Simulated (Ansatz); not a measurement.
**Single-point calculation, with input and output: HfO2 (part 2 of 2)**

Continued. System: HfO2 (P2₁2₁2, 48 atoms in the cell). Method: DFT PBE, scalar-relativistic, plane waves, PAW, no spin polarisation (Ansatz 0.2.0); cutoff 420 eV, 2×2×2 k-mesh, Gaussian smearing of 0.05 eV. The structure derives from a Materials Project entry.

### Log, continued
```
  k-point 0: bands = ["-44.6077", "-44.5941", "-44.5941", "-44.5935", "-44.5935", "-44.5914", "-44.5914", "-44.5842", "-44.5842", "-44.5825", ... 143 levels left out ..., "5.5590", "5.5596", "5.5596", "5.5605", "5.5605", "5.5608", "5.5608", "5.5623", "5.5663", "5.5665", "5.5666", "5.5667", "5.5667", "5.5697", "5.5697", "5.5705", "5.5705", "5.5714", "5.5725", "5.5725", "5.5746", "5.5746", "5.5766", "5.5766", "5.5828", "5.5854", "5.5854", "5.5859", "5.5873",
      "5.5873", "5.5893", "5.5895", "5.5895", "5.5913", "5.5913", "5.5974", "5.5974", "5.6013", "5.6013", "5.6117", "5.6163", "5.6175", "5.6175", "5.6211", "5.6250", "5.6250", "5.6279", "5.6279", "5.6288", "5.6288", "5.6333", "5.6333", "5.6333", "5.6333", "5.6763", "10.2918", "10.4497", "10.4497", "10.4854", "10.4854", "10.4949", "10.6783", "11.0922", "11.0922", "11.2029", "11.2029", "11.2886", "11.2886", "11.3373",
      "11.3373", "11.3585", "11.3692", "11.3692", "11.3849", "11.3876", "11.3876", "11.8162", "11.9060", "11.9060", "11.9077", "11.9077", "11.9563", "11.9665", "11.9665", "12.0870", "12.0870", "12.1466", "12.1466", "12.2116", "12.5740", "12.5740", "12.6594", "12.7868", "12.7868", "12.8351", "12.8351", "13.0416", "13.0648", "13.0648", "13.0795", "13.2623", "13.3279", "13.3279", "13.4112", "13.4112", "13.4254", "13.4254", "13.4755", "13.4755",
      "13.5671", "13.7465", "13.8097", "13.8391", "13.8391", "13.9336", "13.9336", "13.9702", "13.9702", "14.0049", "14.0049", "14.1419", "14.2254", "14.2390", "14.2390", "14.2882", "14.3304", "14.3304", "14.4775", "14.4775", "14.5262", "14.5262", "14.6292", "14.6292", "14.6382", "14.7250", "14.8614", "15.0059", "15.0059", "15.0573", "15.0573", "15.1171", "15.1171", "15.4775", "15.4775", "15.6597", "15.6635", "15.6635", "15.6874", "15.6874",
      "15.7244", "15.7342", "20.0048", "20.5752", "20.6217", "20.6217", "20.6593", "20.6593", "20.9124", "20.9124", "20.9743", "21.0263", "21.0263", "21.1346", "21.1346", "21.4216", "21.5165", "21.5952", "21.5952", "21.6359", "21.6359", "21.6571", "21.6571", "21.7006", "21.7006", "21.8690", "21.8821", "21.8821", "21.9394", "21.9394", "22.0639", "22.2971", "22.2971", "22.5276", "22.5276", "22.5677", "22.5677", "22.7606", "22.7862", "22.7862",
      "22.9126", "22.9809", "23.1155", "23.2523", "23.2523", "23.3061", "23.3061", "23.3101", "23.3159", "23.3159", "23.5746"]
  k-point 1: bands = ["-44.6013", "-44.6013", "-44.5972", "-44.5972", "-44.5899", "-44.5899", "-44.5880", "-44.5880", "-44.5824", "-44.5824", ... 143 levels left out ..., "5.5580", "5.5597", "5.5597", "5.5603", "5.5603", "5.5642", "5.5642", "5.5648", "5.5648", "5.5667", "5.5667", "5.5676", "5.5676", "5.5694", "5.5694", "5.5715", "5.5715", "5.5715", "5.5715", "5.5747", "5.5747", "5.5787", "5.5787", "5.5807", "5.5807", "5.5832", "5.5832", "5.5865", "5.5865",
      "5.5892", "5.5892", "5.5896", "5.5896", "5.5910", "5.5910", "5.5997", "5.5997", "5.6079", "5.6079", "5.6084", "5.6084", "5.6160", "5.6160", "5.6238", "5.6238", "5.6261", "5.6261", "5.6267", "5.6267", "5.6280", "5.6280", "5.6385", "5.6385", "5.6529", "5.6529", "10.4275", "10.4275", "10.5095", "10.5095", "10.6699", "10.6699", "10.7985", "10.7985", "10.9979", "10.9979", "11.2246", "11.2246", "11.2705", "11.2705",
      "11.2830", "11.2830", "11.2939", "11.2939", "11.4897", "11.4897", "11.6147", "11.6147", "11.6732", "11.6732", "11.8280", "11.8280", "11.8895", "11.8895", "11.9072", "11.9072", "11.9328", "11.9328", "12.4156", "12.4156", "12.7468", "12.7468", "12.8068", "12.8068", "12.8743", "12.8743", "12.9752", "12.9752", "13.0615", "13.0615", "13.1905", "13.1905", "13.3050", "13.3050", "13.4202", "13.4202", "13.5651", "13.5651", "13.6006", "13.6006",
      "13.6485", "13.6485", "13.7946", "13.7946", "13.8027", "13.8027", "13.8588", "13.8588", "14.0108", "14.0108", "14.1619", "14.1619", "14.2156", "14.2156", "14.3385", "14.3385", "14.4100", "14.4100", "14.4141", "14.4141", "14.4915", "14.4915", "14.6009", "14.6009", "14.7401", "14.7401", "14.7663", "14.7663", "14.9653", "14.9653", "15.2001", "15.2001", "15.4480", "15.4480", "15.5628", "15.5628", "15.6322", "15.6322", "15.6503", "15.6503",
      "15.7202", "15.7202", "20.2490", "20.2490", "20.3962", "20.3962", "20.8020", "20.8020", "20.8167", "20.8167", "21.1358", "21.1358", "21.2027", "21.2027", "21.2870", "21.2870", "21.3712", "21.3712", "21.6312", "21.6312", "21.6580", "21.6580", "21.7779", "21.7779", "21.8567", "21.8567", "21.8639", "21.8639", "22.1415", "22.1415", "22.1725", "22.1725", "22.2203", "22.2203", "22.4712", "22.4712", "22.6064", "22.6064", "22.7327", "22.7327",
      "22.8072", "22.8072", "22.9676", "22.9676", "23.2844", "23.2844", "23.5818", "23.5818", "23.6421", "23.6421", "23.7635"]
  k-point 2: bands = ["-44.6020", "-44.6020", "-44.5937", "-44.5937", "-44.5937", "-44.5937", "-44.5875", "-44.5875", "-44.5819", "-44.5819", ... 143 levels left out ..., "5.5585", "5.5611", "5.5611", "5.5611", "5.5611", "5.5625", "5.5625", "5.5627", "5.5627", "5.5652", "5.5652", "5.5652", "5.5652", "5.5705", "5.5705", "5.5717", "5.5717", "5.5739", "5.5739", "5.5739", "5.5739", "5.5765", "5.5765", "5.5810", "5.5810", "5.5810", "5.5810", "5.5824", "5.5824",
      "5.5839", "5.5839", "5.5979", "5.5979", "5.5979", "5.5979", "5.6000", "5.6000", "5.6022", "5.6022", "5.6115", "5.6115", "5.6235", "5.6235", "5.6235", "5.6235", "5.6249", "5.6249", "5.6263", "5.6263", "5.6263", "5.6263", "5.6319", "5.6319", "5.6551", "5.6551", "10.2875", "10.2875", "10.6727", "10.6727", "10.7907", "10.7907", "10.7907", "10.7907", "10.8818", "10.8818", "11.1225", "11.1225", "11.1514", "11.1514",
      "11.1514", "11.1514", "11.4803", "11.4803", "11.6215", "11.6215", "11.6215", "11.6215", "11.6439", "11.6439", "11.9663", "11.9663", "11.9924", "11.9924", "11.9924", "11.9924", "12.1603", "12.1603", "12.3951", "12.3951", "12.4896", "12.4896", "12.4896", "12.4896", "12.7594", "12.7594", "13.0827", "13.0827", "13.0827", "13.0827", "13.1851", "13.1851", "13.3381", "13.3381", "13.4163", "13.4163", "13.4407", "13.4407", "13.4407", "13.4407",
      "13.6158", "13.6158", "13.8250", "13.8250", "13.8250", "13.8250", "13.9829", "13.9829", "14.1292", "14.1292", "14.1395", "14.1395", "14.1395", "14.1395", "14.2234", "14.2234", "14.3632", "14.3632", "14.5367", "14.5367", "14.6189", "14.6189", "14.6189", "14.6189", "14.8240", "14.8240", "14.9896", "14.9896", "15.0651", "15.0651", "15.0651", "15.0651", "15.2281", "15.2281", "15.5795", "15.5795", "15.5795", "15.5795", "15.6717", "15.6717",
      "15.7338", "15.7338", "20.4063", "20.4063", "20.5344", "20.5344", "20.6903", "20.6903", "20.6903", "20.6903", "21.1250", "21.1250", "21.3101", "21.3101", "21.3101", "21.3101", "21.3899", "21.3899", "21.4732", "21.4732", "21.5924", "21.5924", "21.5924", "21.5924", "21.7943", "21.7943", "21.8946", "21.8946", "22.1347", "22.1347", "22.1347", "22.1347", "22.3404", "22.3404", "22.5370", "22.5371", "22.7185", "22.7185", "22.7185", "22.7185",
      "22.7978", "22.7978", "23.2781", "23.2781", "23.2781", "23.2781", "23.3854", "23.3854", "23.5494", "23.5494", "23.6974"]
  k-point 4: bands = ["-44.6016", "-44.5962", "-44.5962", "-44.5956", "-44.5956", "-44.5914", "-44.5914", "-44.5886", "-44.5842", "-44.5842", ... 143 levels left out ..., "5.5579", "5.5581", "5.5581", "5.5586", "5.5586", "5.5590", "5.5590", "5.5596", "5.5596", "5.5638", "5.5640", "5.5640", "5.5645", "5.5680", "5.5701", "5.5720", "5.5720", "5.5723", "5.5723", "5.5741", "5.5741", "5.5780", "5.5780", "5.5820", "5.5820", "5.5848", "5.5850", "5.5850", "5.5856",
      "5.5856", "5.5886", "5.5887", "5.5908", "5.5908", "5.6045", "5.6045", "5.6051", "5.6077", "5.6077", "5.6084", "5.6084", "5.6168", "5.6168", "5.6221", "5.6221", "5.6258", "5.6258", "5.6258", "5.6261", "5.6308", "5.6389", "5.6389", "5.6429", "5.6429", "5.6535", "10.1686", "10.2908", "10.4540", "10.4540", "10.5010", "10.5010", "10.9869", "11.1351", "11.1351", "11.1731", "11.2169", "11.2350", "11.2350", "11.2721",
      "11.2721", "11.3145", "11.3145", "11.4799", "11.4799", "11.6754", "11.7544", "11.7544", "11.7562", "11.8151", "11.8151", "11.9628", "11.9628", "11.9838", "12.0715", "12.0715", "12.0918", "12.0918", "12.1962", "12.1962", "12.3049", "12.3049", "12.3964", "12.3964", "12.7189", "12.8277", "13.0380", "13.0380", "13.0447", "13.0447", "13.0554", "13.0554", "13.0835", "13.1898", "13.2095", "13.2095", "13.3467", "13.4506", "13.4506", "13.5765",
      "13.5765", "13.7066", "13.7066", "13.8452", "13.8452", "13.9181", "14.0773", "14.0773", "14.0864", "14.2270", "14.2270", "14.2737", "14.2737", "14.2995", "14.3049", "14.3270", "14.3270", "14.3353", "14.3353", "14.4202", "14.4202", "14.4648", "14.6858", "14.8075", "14.8075", "14.9393", "14.9393", "14.9486", "15.0895", "15.2266", "15.2856", "15.2856", "15.3171", "15.3171", "15.6228", "15.6228", "15.6409", "15.6409", "15.6672", "15.6672",
      "15.8439", "15.8821", "19.7380", "20.5101", "20.5101", "20.5385", "20.5385", "20.7828", "20.9613", "20.9613", "21.1765", "21.1765", "21.3122", "21.3122", "21.3564", "21.3564", "21.3974", "21.4907", "21.4907", "21.4938", "21.4958", "21.6178", "21.6178", "21.6565", "21.6565", "21.6931", "21.6931", "21.7083", "21.8084", "22.1738", "22.1738", "22.2595", "22.3284", "22.3284", "22.3396", "22.4224", "22.8246", "22.8246", "22.8484", "22.8484",
      "22.8937", "22.8937", "23.0470", "23.2188", "23.2188", "23.2675", "23.2675", "23.4786", "23.4786", "23.5185", "23.7291"]
```

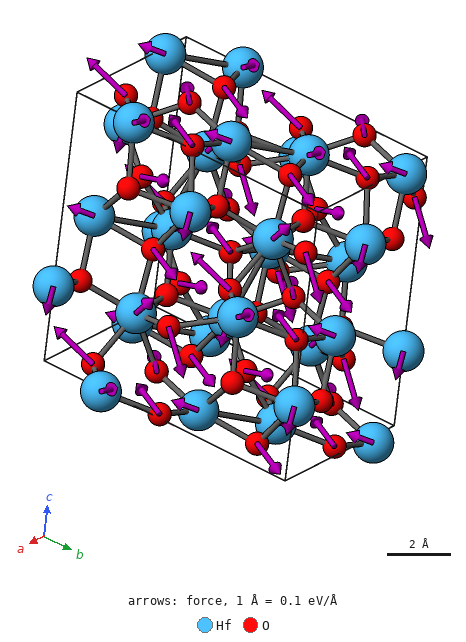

Figure 1. Forces on the atoms as pink arrows (ball-and-stick view of the cell of the calculation, seen slightly off an axis); the smallest are left out. The largest act on O33, O34, O35, O36, O37, O38 and 10 more (0.18 eV/Å); O17, O18, O19, O20, O21, O22 and 2 more (0.17 eV/Å); all 16 Hf atoms (0.10 eV/Å). Atoms are counted from 1 in the order of the input and aren't labelled in the picture. The geometry is not a stationary point of this energy.

### Results in brief

- outcome: converged
- space group (tolerance 0.01 Å): P2₁2₁2 (18)
- electrons treated: 608
- free energy: −269781.9970 eV
- Fermi energy: 17.810 eV
- gap on the k-point mesh: 3.86 eV
- largest force (length of the vector): 0.184 eV/Å
- wall time: 27 s (CPU time 1.7 min)
- peak memory: 3.6 GiB

Warnings of the run: the structure was made exactly symmetric. Spin–orbit coupling is left out, which matters for Hf.
